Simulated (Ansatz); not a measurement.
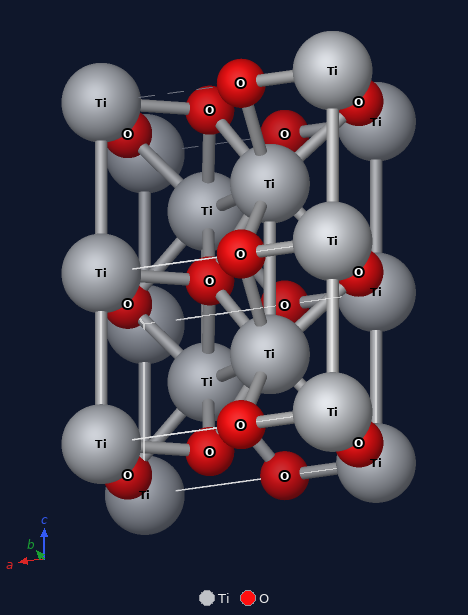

Crystal structure, ball-and-stick style, seen from a general direction. The simulation cell (solid box) is repeated to 1×1×2 cells.

The run was set up as follows:
```yaml
crystal:
  lattice:
    - [4.7105179706, 0.0, 0.0]
    - [-2.3552589853, 4.0794282275, 0.0]
    - [0.0, 0.0, 2.7650684595]
  atoms:
    - { symbol: Ti, position: [0.6666666667, 0.3333333333, 0.5] }
    - { symbol: Ti, position: [0.3333333333, 0.6666666667, 0.5] }
    - { symbol: Ti, position: [0.0, 0.0, 0.0] }
    - { symbol: O, position: [0.6052948636, 0.6052948636, 0.0] }
    - { symbol: O, position: [0.3947051364, 0.0, 0.0] }
    - { symbol: O, position: [0.0, 0.3947051364, 0.0] }
basis:
  ecutwfc: 420
kpoints:
  mp_grid: { grid: [12, 12, 16] }
hamiltonian:
  xc: pbesol
scf:
  occupations: { method: gaussian, width: 0.15 }
output:
  forces: true
  stress: true
  eigenvalues: true
  write_density: true
  write_potential: true
  elf: true
  volumetric_format: npy
```
Run as:
```sh
ansatz run input.yaml --threads 2 --pin off --max-ram 5120MiB --backend cpu --events-out ev --progress --plain --runs-dir out
```

Calculation details: Ansatz, DFT PBEsol, scalar-relativistic, plane waves, PAW; a 420 eV plane-wave basis, a 12×12×16 k-point grid, Gaussian smearing of 0.15 eV, no spin polarisation.

> Is the electronic structure metallic or gapped?

A metal: bands cross the Fermi level.

> Which way would the volume go on relaxing?

The computed pressure is 40.9 GPa (compressed: it would expand). The stress isn't hydrostatic: its largest component is 44.3 GPa.

It goes back to a structure listed in the Materials Project. The cell was then strained or its atoms displaced on purpose. It was run through Ansatz as a DFT input.

At this level of theory the run's own cell isn't at rest (compressed, at 41 GPa and forces up to 0.7 eV/Å), so its distances can differ from those at equilibrium, the more so the softer the solid.
